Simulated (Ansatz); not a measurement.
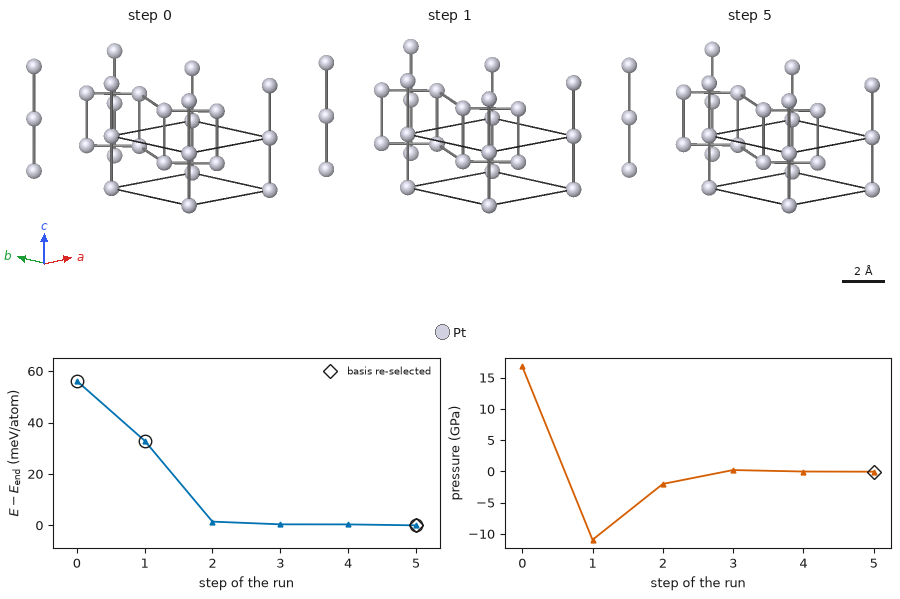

Frames of a relaxation of a crystal of Pt (a generated structure, set up in P6/mmm), marked on the history of the run. Style: ball-and-stick. Shown: the cell of the calculation, repeated 1 × 2 × 2 with one cell outlined, from a free direction.

Phase: omega (AlB2-type).

Theory: DFT, PBE, plane waves (420 eV) with PAW, scalar-relativistic (Ansatz 0.2.0). (plane-wave cutoff 420 eV; k-point mesh 8 × 8 × 12; occupations fermi dirac; smearing width 0.05 eV; collinear spin; cell and atoms relaxed; force threshold 0.01 eV/Å; at most 60 steps)

Describe the path.

Answer. No atom moves by more than 0.005 Å relative to the cell. The drawn cell changes as follows: a = b 4.402 → 4.536 Å (+3.0 %), c 2.698 → 2.699 Å (0.0 %); the volume changes by +6.2 %. Among the contacts that change: Pt–Pt 2.542 → 2.619 Å. The space group stays P6/mmm (No. 191). After 4 accepted moves (5 points after the start) the energy has fallen by 56.2 meV per atom. All forces vanish by symmetry, so only the cell relaxes. Pressure: 16.81 GPa at the start and −0.04 GPa at the end. At 1 point the geometry stayed and the basis and grid were re-selected for the new cell (energy shift of 0.4 meV per atom at most each time). The program noted that the starting moments weren't kept. The run took 57 s on 2 threads of Arm Neoverse V1, on a shared host, peak memory 0.43 GiB. From step 0 to 1: volume +12.1 %, energy −23.3 meV per atom. From step 1 to 5: volume −5.3 %, energy −32.9 meV per atom.

| step | E − E(0), meV/atom | pressure, GPa | volume, Å³/atom | note |
| --- | --- | --- | --- | --- |
| 0 | 0.00 | 16.81 | 15.095 |  |
| 1 | -23.26 | -10.93 | 16.917 |  |
| 2 | -54.76 | -1.99 | 16.168 |  |
| 3 | -55.81 | 0.23 | 16.011 |  |
| 4 | -55.84 | -0.01 | 16.027 |  |
| 5 | -56.21 | -0.04 | 16.027 | same geometry, new basis |
